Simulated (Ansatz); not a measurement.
Structure of Cu:

```cif
data_structure
_symmetry_space_group_name_H-M 'P 1'
_symmetry_Int_Tables_number 1
_cell_length_a 5.4181
_cell_length_b 5.4181
_cell_length_c 5.4181
_cell_angle_alpha 90.000
_cell_angle_beta 90.000
_cell_angle_gamma 90.000
_cell_volume 159.05
loop_
_atom_site_label
_atom_site_type_symbol
_atom_site_fract_x
_atom_site_fract_y
_atom_site_fract_z
_atom_site_occupancy
Cu1 Cu 0.75000 0.75000 0.75000 1
Cu2 Cu 0.00000 0.50000 0.00000 1
Cu3 Cu 0.75000 0.25000 0.25000 1
Cu4 Cu 0.00000 0.00000 0.50000 1
Cu5 Cu 0.25000 0.75000 0.25000 1
Cu6 Cu 0.50000 0.50000 0.50000 1
Cu7 Cu 0.25000 0.25000 0.75000 1
Cu8 Cu 0.50000 0.00000 0.00000 1
```

Basis of the simulation: the end point of a relaxation with DFT, revPBE, plane waves (420 eV) with PAW, scalar-relativistic in Ansatz; the starting structure was generated, so it need not be a known form of this composition.

### Predict radii and indices of the first 5 visible rings (3 % of the strongest or more) for λ = 0.5594 Å and a flat detector at 140 mm.

```
ring   radius  2θ (°)  d (Å)  hkl
   1  25.3 mm   10.26   3.13  111
   2  42.2 mm   16.79  1.916  220
   3  50.2 mm   19.72  1.634  311
   4  61.8 mm   23.83  1.355  400
   5  68.3 mm   26.01  1.243  331
```

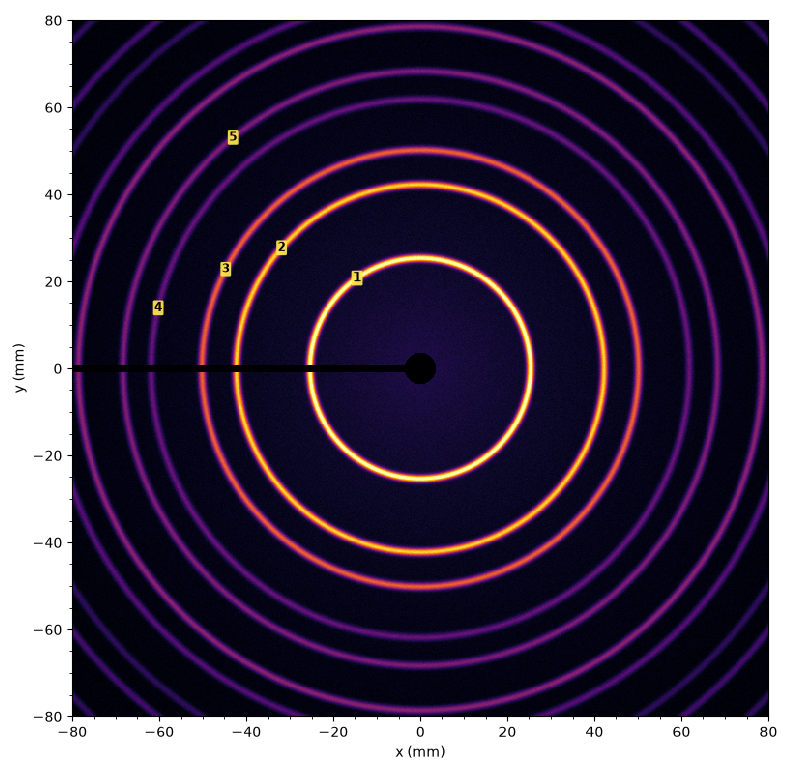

Simulated X-ray powder rings on a flat area detector normal to the beam: λ = 0.5594 Å, sample-to-detector distance 140 mm, axes in mm from the beam centre, for a fine-grained powder without texture. Kinematic intensities with B = 0.8 Å² for all atoms, without absorption; brightness goes as intensity to the power 0.6, clipped at the top, with counting noise. Reflections closer than the ring width show as one ring. The numbers mark the rings of the table.
